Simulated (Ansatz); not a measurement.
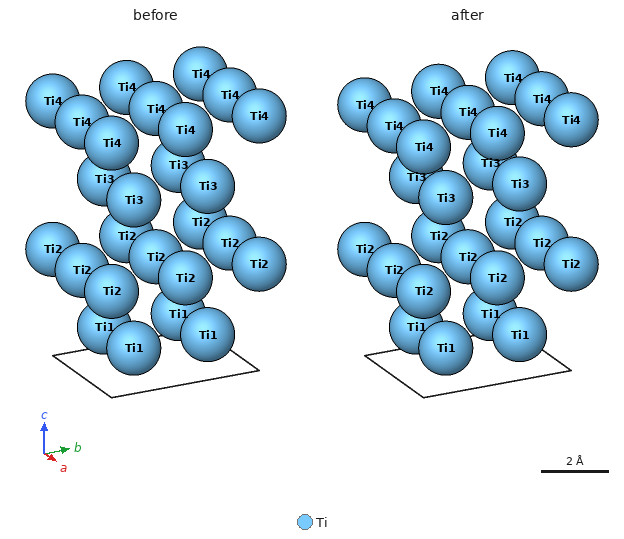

The structure of a slab of composition Ti (cut from the Im-3m phase) before (left) and after (right) a constrained relaxation, at one scale.

The picture is a spheres-only view of the 2 × 2 repeat of the cell, outlined in the plane, without the vacuum, seen slightly off an axis.

Case: clean slab, lower half held. The slab is the (1 1 0) face of Ti. 2 atoms are held fixed.

Level of theory: DFT r2SCAN, scalar-relativistic, plane waves, PAW in Ansatz 0.2.0. Settings: plane-wave cutoff 500 eV; k-point mesh 11 × 11 × 1; occupations gaussian; smearing width 0.1 eV; no spin polarisation; dipole correction; atoms relaxed in a fixed cell; force threshold 0.03 eV/Å; at most 70 steps.

What changed between the two?

Answer. The atom that moves furthest is Ti4 (0.12 Å along the normal (−c)). The cell doesn't change. Among the contacts that change: Ti3–Ti4 2.816 → 2.662 Å, Ti3–Ti4 (another image) 3.252 → 3.119 Å, Ti2–Ti3 2.816 → 2.877 Å. Bond angles that change, for instance: Ti3–Ti4–Ti3 70.5° → 75.3°. The energy falls by 48.3 meV per cell of the calculation in 2 accepted moves (3 points after the start). Largest force component: 0.5 eV/Å at the start, 0.018 eV/Å at the end. 1 step only repeated the SCF at the same geometry. The run took 52 s on 4 threads of Arm Neoverse V1, on a shared host, peak memory 0.94 GiB.
